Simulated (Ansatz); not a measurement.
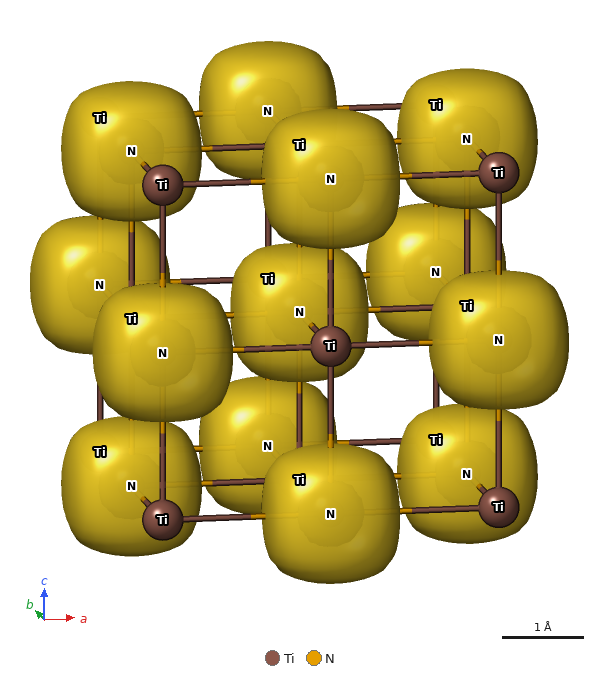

Figure. TiN. Isosurface of the electron localisation function at 0.65 (yellow), seen slightly off an axis. Only the valence region is drawn (cores and ρ < 0.01 e/Å³ removed). Sticks mark near contacts.

Space group Fm-3m; a structure from a database of computed crystals, not necessarily the ambient phase; computed without spin polarisation.

These are results of Ansatz 0.2.0, DFT PBE, scalar-relativistic, plane waves, PAW, not measurements.

```
CELL_PARAMETERS angstrom
4.24680 0.00000 0.00000
0.00000 4.24680 0.00000
0.00000 0.00000 4.24680
ATOMIC_POSITIONS crystal
Ti 0.00000 0.00000 0.00000
Ti 0.50000 0.50000 0.00000
Ti 0.50000 0.00000 0.50000
Ti 0.00000 0.50000 0.50000
N 0.50000 0.00000 0.00000
N 0.00000 0.50000 0.00000
N 0.00000 0.00000 0.50000
N 0.50000 0.50000 0.50000
```

**Where are the electrons localised?**

At this value the surface marks out four regions wrapped around N (the valence shell of each), counted in one cell of 8 atoms. Any copies at cell faces, edges or corners count once. Profiles from the grid: Ti–N (2.12 Å): the ELF peaks at about 0.80 in the valence shell of N, 0.7 Å from its nucleus, and is about 0.20 at the midpoint (no shared electron pair shows on this line).

**Does the calculation make it a metal, or give it a gap?**

It is gapless in this calculation (a metal or semimetal); semilocal functionals without U, or without the true magnetic order, often close the gap of such compounds.
